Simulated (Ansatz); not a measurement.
# GeSi3: Wannier-function calculation

- system: GeSi3 (R3m, 4 atoms in the cell)
- method: maximally localised Wannier functions of r2SCAN bands, plane waves, PAW, no spin polarisation (Ansatz 0.2.0)

The structure was built on a prototype by a generator. The geometry comes from this level: r2SCAN. It belongs to a series of runs on one base structure; here: anion p.

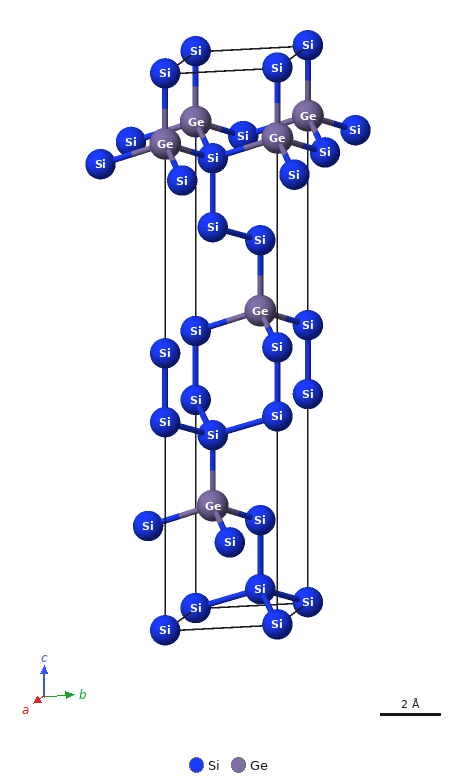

Figure 1. The structure as given in the input (ball-and-stick view of the cell 3 times as large as that of the calculation, set on its symmetry axes, seen slightly off an axis; bonded neighbours outside the cell are drawn too).

**Input**
```yaml
crystal:
  lattice:
    - [1.9426527489, 1.1215910875, 6.3409676215]
    - [-1.9426527489, 1.1215910875, 6.3409676215]
    - [0.0, -2.243182175, 6.3409676214]
  atoms:
    - { symbol: Si, position: [1.0013363433, 0.0013363433, 0.0013363433] }
    - { symbol: Si, position: [0.4987055952, 0.4987055952, 0.4987055952] }
    - { symbol: Si, position: [0.3750071689, 0.3750071689, 0.3750071689] }
    - { symbol: Ge, position: [0.8749508926, 0.8749508926, 0.8749508926] }
kpoints:
  mp_grid: { grid: [6, 6, 6] }
  band_path:
    path:
      - [[0.0, 0.0, 0.0], [-0.5, -0.5, -0.5], [-0.5, -0.1875243835898, -0.8124756164102]]
      - [[-0.1875243835898, 0.1875243835898, -0.5], [-2.083190475777e-16, -1.023005581956e-16, -0.5], [0.0, 0.0, 0.0], [-2.30766181348e-16, 0.3437621917949, -0.3437621917949]]
      - [[-0.3437621917949, -1.330332034462e-16, -0.6562378082051], [-0.5, -4.809391568533e-17, -0.5], [0.0, 0.0, 0.0]]
    npoints: 10
hamiltonian:
  xc: r2scan
scf:
  occupations: { method: fixed }
  n_extra_bands: 6
output:
  forces: false
  stress: false
  eigenvalues: true
  wannier:
    kmesh: [6, 6, 6]
    projections: [{ species: Ge, l: p, shell: 4 }]
    minimise: true
    write_hr: true
    conv_tol: 1.0e-08
    max_iter: 3000
  write_density: true
  write_potential: true
  elf: true
  volumetric_format: npy
```

**File wannier.win**
```
! ansatz wannier90 interface
! projections by site (counted from 0) and shell: 3 4P
! states of the run's bands (counted from 1): combinations of 6-13
! their least projectability: 0.6288
num_bands = 3
num_wann  = 3
num_iter  = 2000
conv_tol = 1e-8
conv_window = 5
guiding_centres = true
ws_search_size = 3 2 2
write_hr = true

begin unit_cell_cart
Ang
        1.942652748883215       1.1215910874154649        6.340967621483333
       -1.942652748883215       1.1215910874154649        6.340967621483333
                      0.0       -2.243182175113607        6.340967621433333
end unit_cell_cart

begin atoms_frac
Si              1.0013363433             0.0013363433             0.0013363433
Si              0.4987055952             0.4987055952             0.4987055952
Si              0.3750071689             0.3750071689             0.3750071689
Ge              0.8749508926             0.8749508926             0.8749508926
end atoms_frac

mp_grid = 6 6 6
```

Launch command:
```bash
ansatz run input.yaml --threads 4 --pin off --max-ram 3686MiB --backend cpu --events-out ev --progress --plain --runs-dir out
```

**What the program printed**
```
basis.fft_grid_basis auto: the FFT boxes are laid along the combinations [[1, -1, 0], [0, 1, 0], [0, -1, 1]] of the cell's own vectors, 3.885, 6.726 and 3.885 Å long. The dense box has 30×50×30 points. Along the cell's own vectors, as sized, it would have 50×50×50, 2.78 times as many. Of the 6 symmetry operations that the crystal satisfies within crystal.symmetry.tolerance (time reversal apart; of a slab, those that keep its plane) the dense box along the cell's own vectors carries 6, and the one as laid loses 4 of those. basis.fft_grid_basis: typed keeps the cell's own vectors: state it where this run's energies or levels are differenced outside the engine with another run's, or held beside a run that keeps those vectors. Those combinations have planes normal to reciprocal vector 3, as the cell's own vectors have. Each planar average written beside output.write_density, output.write_potential has a row for each plane of the box: 30. The volumetric files lie along those combinations, not along the cell's own vectors: a cube or XSF file states them, and fields.json those of NumPy files.
scf.n_extra_bands = 6 over 13 filled bands (N_el = 26.0): the run solves 19 bands
Engine: ansatz 0.2.0, aarch64-unknown-linux-gnu
Pseudopotentials: kind: paw
Pseudopotential: Si, paw, valence charge 4, recommended cutoff 500 eV (meta_gga), Si.paw.azcp
Pseudopotential: Ge, paw, valence charge 14, recommended cutoff 500 eV (meta_gga), Ge.paw.azcp
Functional definition: r2SCAN
  parameter k0 = 0.174
  parameter k1 = 0.065
  parameter a1 = 4.9479
  exchange = r2scan_x(k0 = k0, k1 = k1, a1 = a1)
  correlation = r2scan_c
Crystal: 4 atoms, lattice volume = 82.897 Å³
Basis set: ecut = 500 eV, 2123 PW (Γ), FFT grids on a1−a2, a2, −a2+a3, exchange–correlation on 120×200×120 points (64 copies of the dense FFT grid, shifted against one another)
Bands: 19, of which v1, the nominal top of the filled ones, is band 13 counted from 1 (12 counted from 0)
Symmetry: 6 space group operations
Space group: R3m (ITA 160), of the structure as read, at distance tolerance 4.4e-5 Å
k-points: 32 of 216 (time reversal used)
Non-local potential: Si, projectors of the file, l = 0: 2, l = 1: 2, l = 2: 2
Non-local potential: Ge, projectors of the file, l = 0: 2, l = 1: 2, l = 2: 3, l = 3: 1
PAW form: soft (Blöchl's): semilocal exchange-correlation on the pseudo side does not see the compensation charge
PAW frozen core: Si, regenerated for the run's functional (the file was generated under x = pbe(κ = 0.804, μ = 0.2195149727645171), c = pbe(β = 0.06672455060314922))
PAW frozen core: Ge, regenerated for the run's functional (the file was generated under x = pbe(κ = 0.804, μ = 0.2195149727645171), c = pbe(β = 0.06672455060314922))
PAW one-centre angular grid: Si, 302 points (default); XC on 160 Gauss nodes
PAW one-centre angular grid: Ge, 590 points (default); XC on 160 Gauss nodes
Initial density: superposition of atomic densities (neutral atoms: chi_scale 0, normalization atom), corrected by the library's trained network
Initial wavefunctions: pseudopotential atomic-orbital guess
Functional: x = r2scan, c = r2scan; τ floored in thin density (d = 2e-4 eV/Å³)
SCF iter   1: F=—  HF=-6220.025398 eV  |F-HF|=—  |Δ(HF+E_count)|=         —  Δρ=4.56e-3  dr2=1.76e-2  dr2_τ=2.01e-2  ethr=1.77e-3  ⟨swp⟩=4.1  Hψ=2781  notcnv=0  defer=115
preconditioner: auto → none  [insulator: Δε(μ)=0.776 eV  Ē_g=9.351 eV  n_scr=16 (ndim 8)  ℏωp=16.3 eV  f_vac=0.000  ε∞_Penn≈4.0]
SCF iter   2: F=—  HF=-6220.049849 eV  |F-HF|=—  |Δ(HF+E_count)|=   2.45e-2  Δρ=1.96e-3  dr2=4.01e-3  dr2_τ=3.78e-5  ethr=6.76e-5  ⟨swp⟩=2.8  Hψ=1384  notcnv=0  defer=127
SCF iter   3: F=—  HF=-6220.048948 eV  |F-HF|=—  |Δ(HF+E_count)|=   9.01e-4  Δρ=1.15e-3  dr2=8.75e-4  dr2_τ=4.73e-6  ethr=1.54e-5  ⟨swp⟩=2.6  Hψ=1070  notcnv=0  defer=127
SCF iter   4: F=—  HF=-6220.049093 eV  |F-HF|=—  |Δ(HF+E_count)|=   1.45e-4  Δρ=5.31e-4  dr2=6.80e-4  dr2_τ=3.98e-6  ethr=3.37e-6  ⟨swp⟩=2.3  Hψ=822  notcnv=0  defer=127
SCF iter   5: F=—  HF=-6220.048947 eV  |F-HF|=—  |Δ(HF+E_count)|=   1.46e-4  Δρ=9.32e-5  dr2=5.01e-6  dr2_τ=9.14e-8  ethr=2.61e-6  ⟨swp⟩=2.0  Hψ=762  notcnv=0  defer=127
SCF iter   6: F=—  HF=-6220.048944 eV  |F-HF|=—  |Δ(HF+E_count)|=   2.78e-6  Δρ=2.80e-5  dr2=5.92e-7  dr2_τ=6.93e-9  ethr=1.93e-8  ⟨swp⟩=2.0  Hψ=1001  notcnv=0  defer=47
SCF iter   7: F=-6220.048944 eV  HF=-6220.048944 eV  |F-HF|=6.18e-9  |Δ(HF+E_count)|=   4.42e-8  Δρ=7.44e-6  dr2=2.90e-8  dr2_τ=5.64e-10  ethr=3.85e-10  ⟨swp⟩=9.3  Hψ=2953  notcnv=0
SCF 1 converged in 7 iterations: F = -6220.048944 eV  dr2 = 2.90e-8
  greatest PAW one-centre occupation: 0.998 electrons in one spin orbital (limit 2), on the Ge atom at site 3 (counted from 0), in its partial waves of l = 2
```

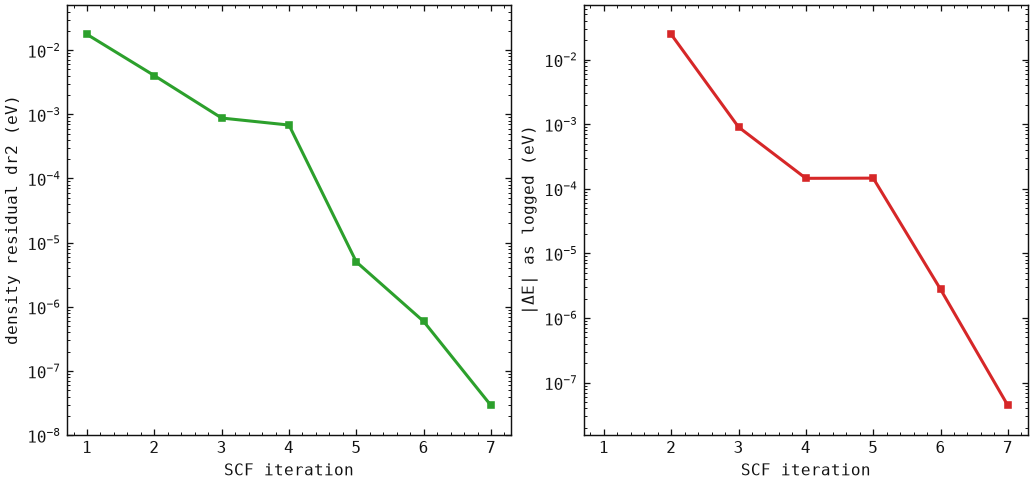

Figure 2. Convergence of the self-consistent field: density residual dr2 and size of the energy change against the SCF iteration. The residual falls at every step.

```
NSCF: frozen V_eff on 73 k-points
NSCF: frozen V_eff on 34 k-points
the Wannier pass solved 34 of the 216 points of its mesh, and has the states at the others by symmetry: states obtained by the crystal's operations at points that were solved too leave a residual of 2.39e-13 eV (read by the count's bands and the next), within 5.56e-6 eV
SCF converged after 7 iterations
Free energy (F): -6220.048944 eV
Harris-Foulkes:  -6220.048944 eV  (|F-HF|=6.18e-9)
Internal energy: -6220.048944 eV  (E = F + TS)
E sigma→0 (E₀):  -6220.048944 eV
Fermi energy:    6.759465 eV
--- Per-component energies (eV) ---
  E_band       = -159.276001
  E_kinetic    = 232.416913
  E_local      = -3041.720043  (includes V_loc(G=0)·N_el)
  E_nonlocal   = 495.279899
  E_hartree    = 1348.207467
  E_xc         = -223.732035
  E_vxc        = -217.297155  (∫ρ·V_xc dr)
  E_paw        = -3593.035329  (= ΣΔE_a)
  E_vpaw       = -334.022129  (= ΣTr[D̂ρ^β])
  E_aug_tail   = 0.000023  (compensation charges beyond the density's cutoff)
  E_vtau       = 9.646967  (kinetic-family band-sum trace: ∫τ·v_τ [+ j·A + Jᵃ·Aᵃ] dr)
  E_ewald      = -1436.150775
  E_core_change = -1.315065  (= ΣΔE_core)
  E_smearing   = -0.000000  (= −TS)
  E_closure    = 0.000000  (closes the sum)
  Σ components = -6220.048944   (vs F -6220.048944, Δ=0.00e0)
--- Band table (eV; the first three rows and the last of 32) ---
  k-point 0: bands = ["-18.0395", "-18.0341", "-18.0341", "-18.0030", "-18.0030", "-6.0029", "-3.5939", "-0.6515", "5.3786", "5.3786", "6.7303", "6.7595", "6.7595", "8.2097", "9.4278", "9.4278", "9.5019", "9.7920", "10.4381"]
  k-point 1: bands = ["-18.0386", "-18.0341", "-18.0322", "-18.0037", "-18.0022", "-5.6612", "-3.3099", "-0.4711", "3.5396", "4.6063", "4.9718", "5.9021", "6.0689", "8.9879", "9.3208", "10.0294", "10.6175", "11.1126", "11.5242"]
  k-point 2: bands = ["-18.0394", "-18.0320", "-18.0289", "-18.0050", "-18.0003", "-4.6714", "-2.6365", "-0.5547", "1.9210", "2.1474", "4.4223", "4.5937", "4.8769", "8.4593", "8.9795", "10.9557", "11.6884", "12.1466", "13.0589"]
  k-point 31: bands = ["-18.0394", "-18.0341", "-18.0341", "-18.0030", "-18.0030", "-5.3573", "-4.9644", "2.3298", "2.6807", "5.7347", "5.7347", "6.0514", "6.0514", "8.7316", "8.7984", "10.2835", "10.2835", "10.7205", "10.7205"]
Wannier search: line search 1 of at most 3000: gauge-dependent spread (as the search counts it) 1.1831261 Å², largest recent change 2.6e-1 Å² and fall left 8.5e-4 Å² against conv_tol 1.0e-8 Å², 0 stops escaped
```

**File rho_z.tsv**
```
# z_ang	rho[e/angstrom^3]
# format = ansatz-planar-average/11
# lattice	1.942652749	1.121591087	6.340967621
# lattice	-1.942652749	1.121591087	6.340967621
# lattice	0.000000000	-2.243182175	6.340967621
# sites	4
# site	14	1.942652749	1.121591087	6.366388750
# site	14	0.000000000	-0.000000000	9.486828095
# site	14	0.000000000	-0.000000000	7.133724947
# site	32	0.000000000	-0.000000000	16.644105841
0.000000	3.216228e-1
0.224202	2.547664e-1
0.448403	2.265021e-1
0.672605	2.164342e-1
0.896807	2.140234e-1
1.121008	2.137724e-1
1.345210	2.124475e-1
1.569411	2.089821e-1
1.793613	2.035488e-1
2.017815	1.967725e-1
2.242016	1.895354e-1
2.466218	1.829027e-1
2.690420	1.780763e-1
2.914621	1.760825e-1
3.138823	1.774205e-1
3.363025	1.818877e-1
3.587226	1.887514e-1
3.811428	1.971109e-1
4.035629	2.063250e-1
4.259831	2.170255e-1
4.484033	2.316817e-1
4.708234	2.559935e-1
4.932436	3.040631e-1
5.156638	3.999084e-1
5.380839	5.586930e-1
5.605041	7.438273e-1
5.829243	8.543013e-1
6.053444	8.081826e-1
6.277646	6.376660e-1
6.501847	4.510095e-1
```

**File v_z.tsv**
```
# z_ang	v_es[eV]	v_tot[eV]
# format = ansatz-planar-average/11
# xc	r2scan
# density_cutoff_ev	2000
# datasets	Si=:simpson_from_first_knot:soft:shift=0	Ge=:simpson_from_first_knot:soft:shift=0
# lattice	1.942652749	1.121591087	6.340967621
# lattice	-1.942652749	1.121591087	6.340967621
# lattice	0.000000000	-2.243182175	6.340967621
# sites	4
# site	14	1.942652749	1.121591087	6.366388750
# site	14	0.000000000	-0.000000000	9.486828095
# site	14	0.000000000	-0.000000000	7.133724947
# site	32	0.000000000	-0.000000000	16.644105841
0.000000	9.691415e-1	-8.984702e0
0.224202	1.430167e0	-8.498185e0
0.448403	2.074493e0	-7.855362e0
0.672605	2.820656e0	-7.088836e0
0.896807	3.499128e0	-6.372440e0
1.121008	3.905574e0	-5.936090e0
1.345210	3.966107e0	-5.855277e0
1.569411	3.711292e0	-6.099500e0
1.793613	3.147694e0	-6.648467e0
2.017815	2.358053e0	-7.414934e0
2.242016	1.521216e0	-8.206169e0
2.466218	7.951681e-1	-8.900182e0
2.690420	2.990166e-1	-9.410731e0
2.914621	1.026756e-1	-9.618260e0
3.138823	2.340574e-1	-9.475841e0
3.363025	6.746158e-1	-9.019696e0
3.587226	1.363240e0	-8.353987e0
3.811428	2.186944e0	-7.592504e0
4.035629	2.964249e0	-6.859325e0
4.259831	3.529568e0	-6.340769e0
4.484033	3.872406e0	-6.053135e0
4.708234	4.031371e0	-5.931448e0
4.932436	3.964824e0	-6.030809e0
5.156638	3.604862e0	-6.405306e0
5.380839	2.990370e0	-7.000480e0
5.605041	2.269759e0	-7.679385e0
5.829243	1.589679e0	-8.342455e0
6.053444	1.066915e0	-8.889479e0
6.277646	7.723263e-1	-9.205662e0
6.501847	7.408823e-1	-9.239713e0
```

**File wannier.spreads.toml**
```
omega_i_ang2 = 19.902373140450294
omega_d_ang2 = 0.06885224389688464
omega_od_ang2 = 1.0906346129923052
omega_total_ang2 = 21.061859997339482
least_projectability = 0.6288379355180099
b_vectors_match_mmn = true
n_iter = 29
converged = true
rejected_fitted_steps = 0

[[wannier]]
r = [-0.1509716477811778, -0.40761593883994723, 16.43619985072199]
spread = 6.9371786694386515

[[wannier]]
r = [0.2775129953811808, 0.33455502779758034, 16.436199301194332]
spread = 6.937178949213489

[[wannier]]
r = [-0.09271413379023896, 0.05353013490003039, 16.926687743928024]
spread = 7.1875023786878955

[[curvature_check]]
after_line_search = 11
omega_tilde_before_ang2 = 1.1644430417319578
krylov_steps = 29
lowest_ritz_value_ang2 = -0.11477021660879994
residual_ang2 = 1.5194164138824674e-17
settled = true
first_negative_step = 3
curvature_along_ang2 = -0.11477021660879987
angle_rad = 0.24931888667759708
omega_tilde_after_ang2 = 1.1608294407672886
outcome = "escaped"

[[curvature_check]]
after_line_search = 29
omega_tilde_before_ang2 = 1.1594868568891898
krylov_steps = 19
lowest_ritz_value_ang2 = 0.1506242019209981
residual_ang2 = 9.278323942109616e-10
settled = true
outcome = "no-negative-curvature"
```

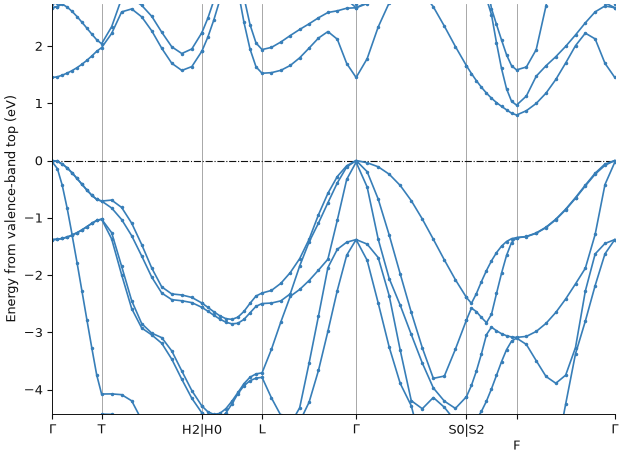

Figure 3. Band structure along Γ–T–H2|H0–L–Γ–S0|S2–F–Γ, with energies from the valence-band top. There is a gap of 0.79 eV on this path, indirect, from Γ to F.

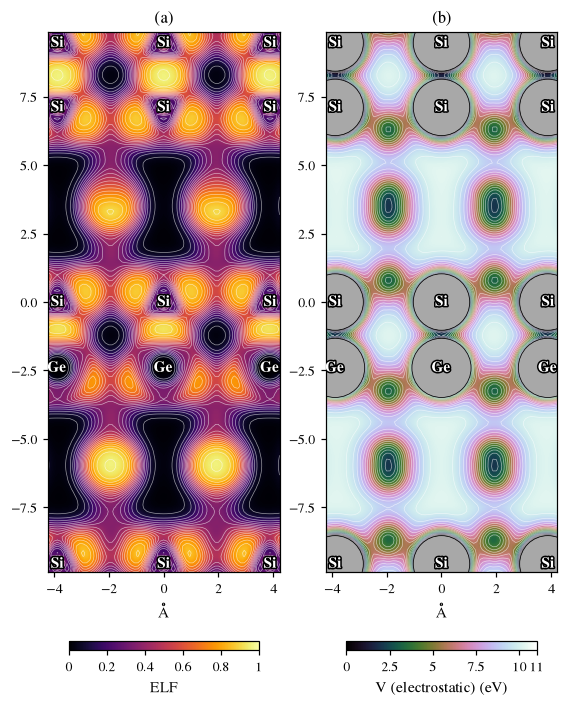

Figure 4. (a) electron localisation function; (b) electrostatic potential energy of an electron on the (100) plane of the conventional cell. Grey discs, where drawn, cover atomic cores. Atoms in the plane: Si and Ge. Si–Si (2.35 Å): the ELF peaks at about 0.95 between the atoms, which marks localised, shared-pair bonding. Si–Ge (2.40 Å): the ELF peaks at about 0.95 between the atoms, which marks localised, shared-pair bonding. Outside the cores the potential energy rises away from the atoms and is highest about 2.4 Å from the nearest atoms; outside the discs it spans about 10 eV, and its zero is arbitrary. The fields are those of the smooth PAW valence density.

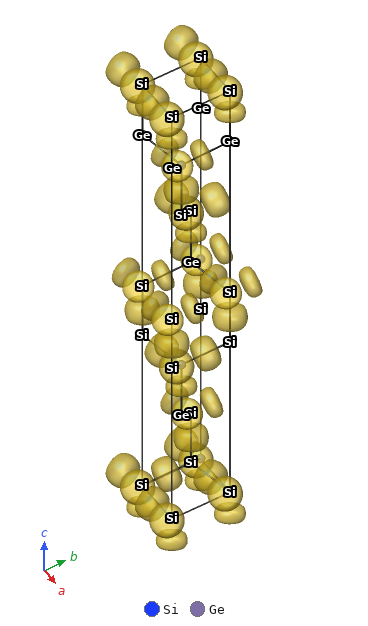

Figure 5. Isosurface of the electron localisation function at 0.75 (yellow), seen at an oblique angle. Core shells and regions of very low density are left out. Sticks mark near contacts. The outline is the cell set on symmetry axes. The ELF exceeds this value in twelve regions between bonded Ge–Si atoms (shared pairs) and twelve regions between bonded Si–Si atoms (shared pairs), counted in one cell of 12 atoms. Along the contacts the grid gives the following. Si–Ge (2.39 Å): the ELF peaks at about 0.95 between the atoms, which marks a covalent bond.

**Key numbers**

| quantity | value |
| --- | --- |
| outcome | converged |
| space group (tolerance 0.01 Å) | R3m (160) |
| electrons treated | 26 |
| free energy | −6220.0489 eV |
| total spread of the Wannier functions | 21.062 Å² |
| Fermi energy | 6.759 eV |
| gap on the k-point mesh | 0.79 eV |
| hardware | 4 threads of Arm Neoverse N1, 98 GiB of memory available, shared host |
| wall time | 15 s (CPU time 57 s) |
| peak memory | 0.54 GiB |
